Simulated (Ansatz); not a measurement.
Start from this file.

```cif
data_structure
_symmetry_space_group_name_H-M 'P 1'
_symmetry_Int_Tables_number 1
_cell_length_a 3.7834
_cell_length_b 3.7834
_cell_length_c 3.7834
_cell_angle_alpha 90.000
_cell_angle_beta 90.000
_cell_angle_gamma 90.000
_cell_volume 54.16
loop_
_atom_site_label
_atom_site_type_symbol
_atom_site_fract_x
_atom_site_fract_y
_atom_site_fract_z
_atom_site_occupancy
B1 B 0.00000 0.00000 0.00000 1
B2 B 0.00000 0.50000 0.50000 1
B3 B 0.50000 0.00000 0.50000 1
B4 B 0.50000 0.50000 0.00000 1
```

**Give a crystallographic description of this input.**

The element is boron. Space group Fm-3m (No. 225), lattice face-centred cubic. In terms of structure types, this is face-centred cubic (Cu type). The cell holds four atoms.

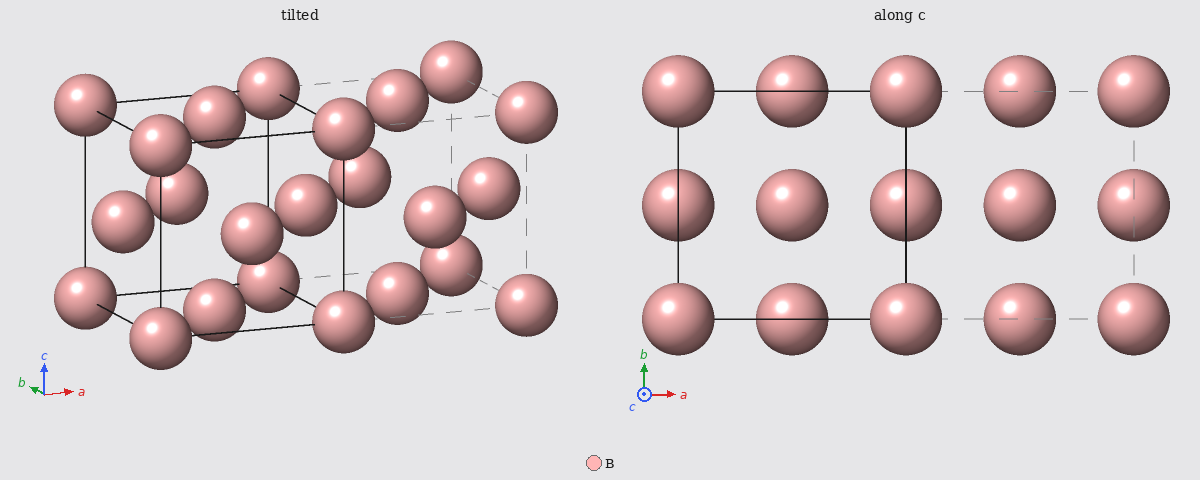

The crystal in a spheres-only representation, seen slightly off an axis and along the c axis. A 2×1×1 array of cells is drawn; the conventional unit cell has the solid edges. Colours: boron pink.

Origin of the cell: a structure listed in the Materials Project, with elements exchanged, so it need not be a known form of the compound. The cell was then strained or its atoms displaced on purpose. It was the input of a calculation with Ansatz.

At this level of theory the cell isn't at rest (stretched, at -32 GPa), so its distances can differ from those at equilibrium, the more so the softer the solid.
